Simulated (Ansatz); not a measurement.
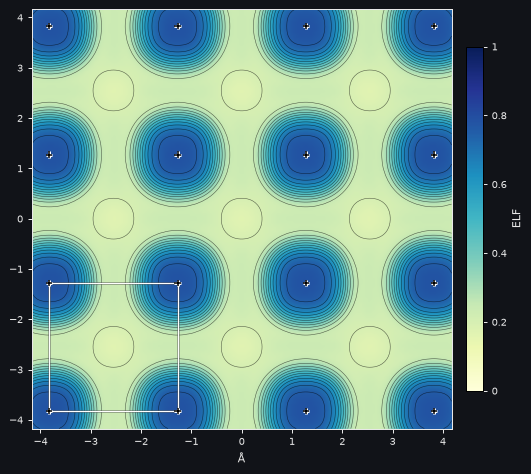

The ELF on a plane through atoms (crosses mark nuclei in the plane).

All numbers below come from DFT, BLYP, plane waves (420 eV) with PAW, scalar-relativistic (Ansatz).

Candidates:
A. Li, a = 2.83 Å, b = 2.83 Å, c = 2.83 Å, α = 90.00°, β = 90.00°, γ = 90.00°. Space group Pm-3m; set up as Li, simple cubic; a generated structure, not necessarily the stable one; changed on purpose from its base cell (volume × 1.12); computed without spin polarisation.
B. Rh, a = 2.55 Å, b = 2.55 Å, c = 2.55 Å, α = 90.00°, β = 90.00°, γ = 90.00°. Space group Pm-3m; set up as Rh, simple cubic; a generated structure, not necessarily the stable one; changed on purpose from its base cell (volume × 0.96); computed pressure about 7 GPa in this cell; computed without spin polarisation.

Q: Which system is this?

A: Candidate B: Rh on the (010) plane of the conventional cell, which holds Rh. Rh–Rh (2.55 Å): the ELF is about 0.25 at the midpoint (no shared electron pair shows on this line).
